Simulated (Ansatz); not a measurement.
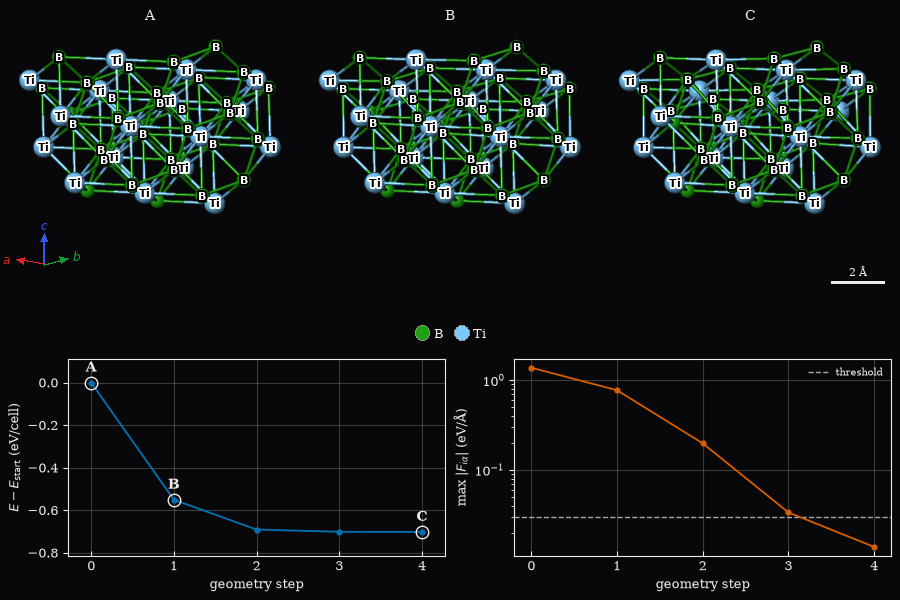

Frames of a constrained relaxation of a slab of composition TiB₂ (cut from the P6/mmm phase), marked on the history of the run. The picture is a ball-and-stick view of the atoms within 5.0 Å of the atom that moves most (axes of the cell of the calculation, outlined in the plane, without the vacuum), seen from a free direction.

Case: clean slab, lower planes held. The slab is the (1 0 1) face of TiB2. 24 atoms are held fixed.

Level of theory: DFT PBE+D3(BJ), scalar-relativistic, plane waves, PAW (Ansatz). Set-up: plane-wave cutoff 420 eV; k-point mesh 4 × 3 × 1; occupations gaussian; smearing width 0.1 eV; no spin polarisation; dipole correction; atoms relaxed in a fixed cell; force threshold 0.03 eV/Å; at most 70 steps.

Describe the path.

The largest moves, 0.12 Å, are those of B atoms. By element the largest moves are B 0.12 Å, Ti 0.02 Å. The cell stays as it was. Near-neighbour distances that change, for instance: B–Ti 2.353 → 2.465 Å, B–Ti 2.353 → 2.258 Å, B–Ti 2.353 → 2.444 Å, B–B 1.734 → 1.813 Å. Among the angles between lasting bonds that change: B–B–Ti 137.5° → 145.3°, Ti–B–B 68.4° → 73.6°, B–B–B 120.0° → 124.3°. Over 4 geometry steps the energy falls by 0.702 eV per cell of the calculation. The largest force component goes from 1.4 to 0.014 eV/Å. From step 0 to 1: B atoms move most (0.09 Å), energy −0.551 eV per cell of the calculation. From step 1 to 4: B atoms move most (0.08 Å), energy −0.151 eV per cell of the calculation.

```csv
step,"E − E(0), meV/atom","largest force component, eV/Å"
0,0.00,1.3823
1,-11.47,0.7753
2,-14.39,0.1981
3,-14.61,0.0335
4,-14.62,0.0138
```
